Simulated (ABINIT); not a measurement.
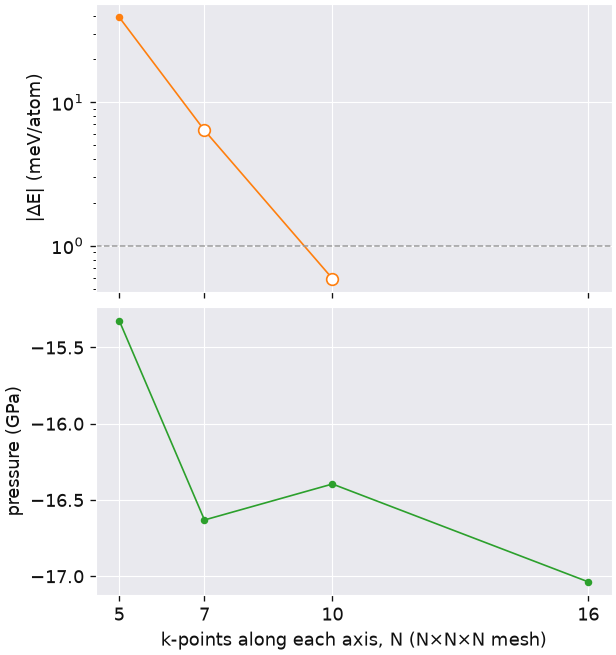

Convergence test: the k-point mesh is varied and all else is held.
- system: V (Im-3m, 1 atom in the cell)
- method: ABINIT 10.8.3, Kohn-Sham DFT of a periodic cell, LDA, JTH PAW LDA v2.0; cutoff 408.17 eV, Fermi–Dirac smearing of 0.05 eV, collinear spins
ΔE is the free energy less its value at the densest setting, 16×16×16.
Dashed lines or grey bands mark the tolerance: 1 meV/atom.
On logarithmic panels, open markers lie below the reference value and filled ones above.

From which setting is the free energy converged to 1 meV/atom?

The free energy is within 1 meV/atom of the densest setting's value from 10×10×10 on. That rests on a single mesh and may be a chance crossing. It is off by 39 meV/atom at 5×5×5 and 6.4 meV/atom at 7×7×7 (on both sides of it). The system is metallic at this level, and the Fermi surface makes the k-point sum converge slowly and unevenly.

How does the pressure behave (tolerance 0.1 GPa)?

The pressure at the last setting but one, 10×10×10, is still more than 0.1 GPa from the densest setting's value, so the scan doesn't show it converged. It is −15.32 GPa at 5×5×5, −16.63 GPa at 7×7×7, −16.40 GPa at 10×10×10 and −17.04 GPa at 16×16×16.
